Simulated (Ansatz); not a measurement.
**Sn₄O₉ (cell with a defect): density, localisation and related maps**

The calculation's input:

```
crystal:
  lattice:
    - [0.0, 4.8271903414, -3.2381522502]
    - [0.0, -4.8271903414, -3.2381522502]
    - [-4.8271903414, 0.0, 3.2381522502]
  atoms:
    - { symbol: Sn, position: [0.25, 0.75, 0.5] }
    - { symbol: Sn, position: [0.75, 0.25, 0.5] }
    - { symbol: Sn, position: [0.0, 0.0, 0.0] }
    - { symbol: Sn, position: [0.5, 0.5, 0.0] }
    - { symbol: O, position: [0.5565765232, 0.75, 0.8065765232] }
    - { symbol: O, position: [0.0565765232, 0.25, 0.8065765232] }
    - { symbol: O, position: [0.9434234768, 0.75, 0.1934234768] }
    - { symbol: O, position: [0.4434234768, 0.25, 0.1934234768] }
    - { symbol: O, position: [0.5, 0.1934234768, 0.6934234768] }
    - { symbol: O, position: [0.0, 0.6934234768, 0.6934234768] }
    - { symbol: O, position: [0.5, 0.8065765232, 0.3065765232] }
    - { symbol: O, position: [0.0, 0.3065765232, 0.3065765232] }
    - { symbol: O, position: [0.1233277228, 0.6257486707, 0.0060776647] }
basis:
  ecutwfc: 420
  xc_grid: 2
kpoints:
  mp_grid: { grid: [3, 3, 3], shift: [0.0, 0.0, 0.0] }
hamiltonian:
  xc: pbe
scf:
  occupations: { method: gaussian, width: 0.02 }
output:
  forces: true
  stress: false
  eigenvalues: true
  write_density: true
  write_potential: true
  elf: true
  volumetric_format: npy
relax:
  adjacent_minimum: "off"
  f_tol: 0.02
  max_steps: 60
```

Run with:

```sh
ansatz run input.yaml --threads 4 --pin off --max-ram 10240MiB --backend cpu --events-out ev --progress --plain --runs-dir out
```

The fields are those of the run's last geometry, not of the input's.

All numbers below come from Ansatz, DFT PBE, scalar-relativistic, plane waves, PAW.

Core electrons are frozen (PAW), and the valence fields are smoothed inside the atomic spheres.

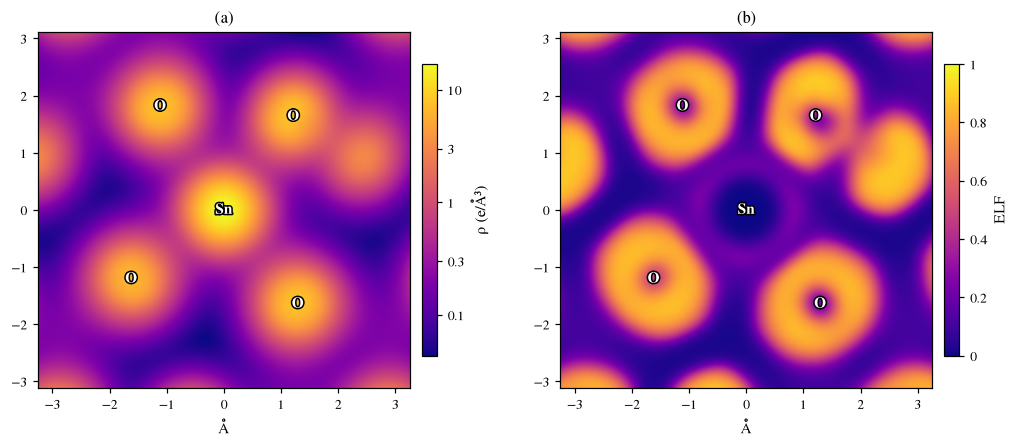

Figure 1. (a) valence pseudo-density; (b) electron localisation function on the (011̄) plane of the calculation cell.

### What does the map show?

- The section cuts through Sn and O sites.
- Atoms just off the plane (O, 0.5 Å away) can leave unmarked features too.
- Sn–O (2.03 Å): ρ at the midpoint is about 0.71 e/Å³; the ELF peaks at about 0.80 in the valence shell of O, 0.6 Å from its nucleus, and is about 0.25 at the midpoint (no localised pair shows between them).
- Sn–O (2.09 Å): ρ at the midpoint is about 0.62 e/Å³; the ELF peaks at about 0.80 in the valence shell of O, 0.6 Å from its nucleus, and is about 0.25 at the midpoint: no shared electron pair shows on this line.
- Sn–O (2.13 Å): ρ at the midpoint is about 0.56 e/Å³; the ELF peaks at about 0.85 in the valence shell of O, 0.6 Å from its nucleus, and is about 0.20 at the midpoint: no shared electron pair shows on this line.
- Between the atoms the lowest density in this plane is 0.04 e/Å³.
- The ELF also peaks beside O, away from the bonds: lone-pair regions.

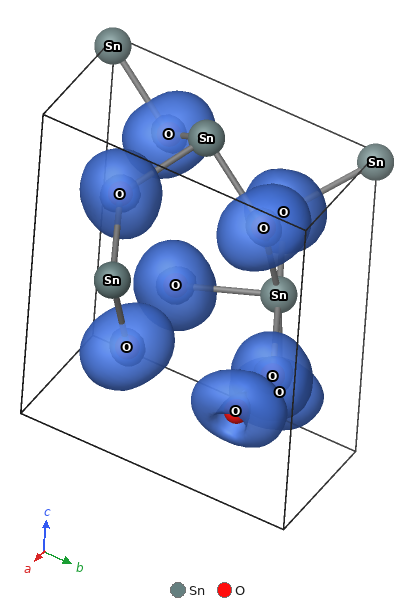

Figure 2. Isosurface of the electron localisation function at 0.7 (blue), seen slightly off an axis. Core shells and regions of very low density are left out. Sticks mark near contacts.

### Describe the localisation domains.

The ELF exceeds this value in nine regions wrapped around O (the valence shell of each), counted in one cell of 13 atoms. Any copies at cell faces, edges or corners count once. Along the contacts the grid gives the following. O–O (1.51 Å): the ELF peaks at about 0.65 between the atoms.

### Does the calculation make it a metal, or give it a gap?

It is gapped, with a Kohn–Sham gap of 0.70 eV on the k-point mesh (the band edges may lie off the mesh, which would make the gap smaller).
